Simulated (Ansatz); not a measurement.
# CoO: what the fields show

Input file:

```
crystal:
  lattice:
    - [1.6022198417, -0.9250420569, 10.2658835612]
    - [-1.6022198417, -0.9250420569, 10.2658835612]
    - [0.0, -3.7001682276, 10.2658835612]
  atoms:
    - { symbol: Co, position: [0.99948773, 0.99948773, 0.500256135], spin: 3.0 }
    - { symbol: Co, position: [0.49949059, 0.49949059, 0.750254705], spin: 3.0 }
    - { symbol: O, position: [0.37549553, 0.37549553, 0.812252235] }
    - { symbol: O, position: [0.8755255, 0.8755255, 0.56223725] }
    - { symbol: Co, position: [0.99948773, 0.99948773, 0.000256135], spin: -3.0 }
    - { symbol: Co, position: [0.49949059, 0.49949059, 0.250254705], spin: -3.0 }
    - { symbol: O, position: [0.37549553, 0.37549553, 0.312252235] }
    - { symbol: O, position: [0.8755255, 0.8755255, 0.06223725] }
basis:
  ecutwfc: 420
kpoints:
  mp_grid: { grid: [12, 12, 6] }
hamiltonian:
  xc: pbe
scf:
  occupations: { method: gaussian, width: 0.01 }
  lower_state_search: "off"
output:
  forces: true
  stress: true
  eigenvalues: true
  populations: true
  write_density: true
  write_potential: true
  elf: true
  volumetric_format: npy
magnetization:
  spin_polarized: true
```

Command:

```sh
ansatz run input.yaml --threads 1 --pin off --max-ram 2560MiB --backend cpu --events-out ev --progress --plain --runs-dir out
```

Below, planes, directions and counts refer to the conventional cell (a = 3.20 Å, b = 3.20 Å, c = 30.80 Å, α = 90.00°, β = 90.00°, γ = 120.00°).

Space group R3m; a structure from a database of computed crystals, not necessarily the ambient phase; not relaxed (largest force 0.4 eV/Å); spin-polarised.

Method: DFT PBE, scalar-relativistic, plane waves, PAW (Ansatz).

The density is the valence pseudo-density of a PAW calculation; it isn't the true density close to the nuclei.

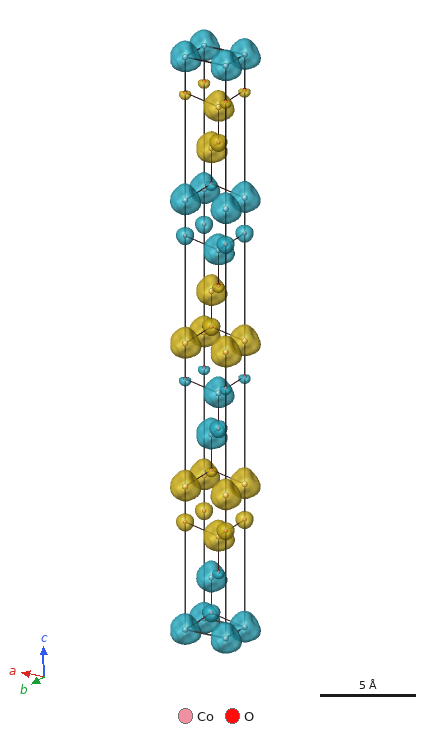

Figure 1. Isosurfaces of the spin density (up minus down) at +0.2 (yellow) and −0.2 e/Å³ (cyan), seen at an oblique angle. Sticks mark near contacts.

Describe the spin distribution.

The spin density sits on Co: +2.1 μB (×6) and −2.1 μB (×6) in one cell of 24 atoms, with smaller moments on O (±0.28 μB): antiferromagnetic in this solution, which needn't be the ground state, with some nearest magnetic neighbours parallel and some opposed. The cell of the calculation (8 atoms) carries 0.0 μB of net spin moment.

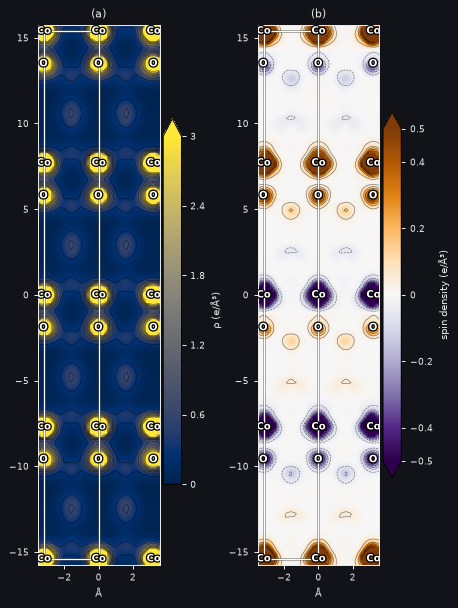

Figure 2. (a) valence charge density (pseudo); (b) spin density (up minus down) on the (010) plane of the conventional cell.

Interpret the plot.

- The plane passes through Co and O nuclei.
- Atoms just off the plane (Co, 0.9 Å away and O, 0.9 Å away) can leave unmarked features too.
- Co–O (1.91 Å): the density is about 0.76 e/Å³ at the midpoint.
- Between the atoms the lowest density in this plane is 0.03 e/Å³.

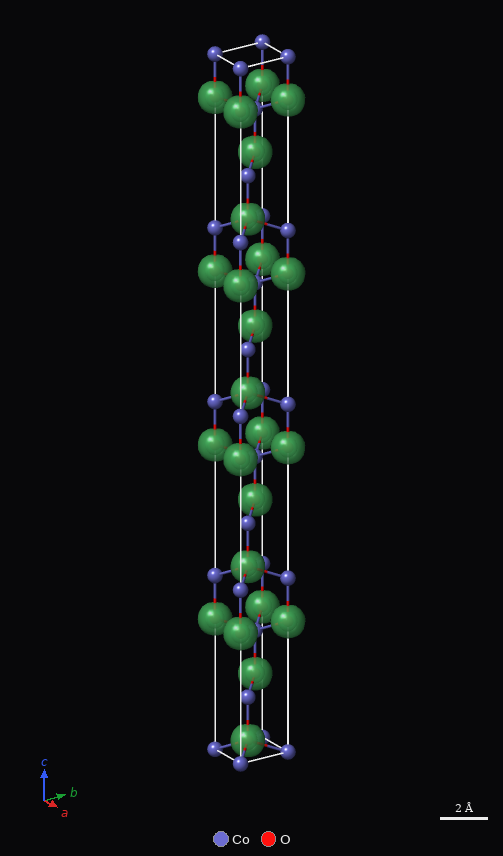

Figure 3. Isosurface of the ELF at 0.75 (green), seen slightly off an axis. Core shells and regions of very low density are left out. Sticks mark near contacts.

What do the ELF domains correspond to?

The surface consists of twelve regions wrapped around O (the valence shell of each), counted in one cell of 24 atoms. Any copies at cell faces, edges or corners count once. Profiles from the grid: Co–O (1.91 Å): the ELF peaks at about 0.85 in the valence shell of O, 0.6 Å from its nucleus, and is about 0.20 at the midpoint; no localised pair shows between them. Co–O (1.96 Å): the ELF peaks at about 0.85 in the valence shell of O, 0.6 Å from its nucleus, and is about 0.15 at the midpoint: no localised pair shows between them.

Does the calculation give a band gap?

It is metallic or semimetallic at this level of theory: no gap opens; semilocal functionals without U, or without the true magnetic order, often close the gap of such compounds.
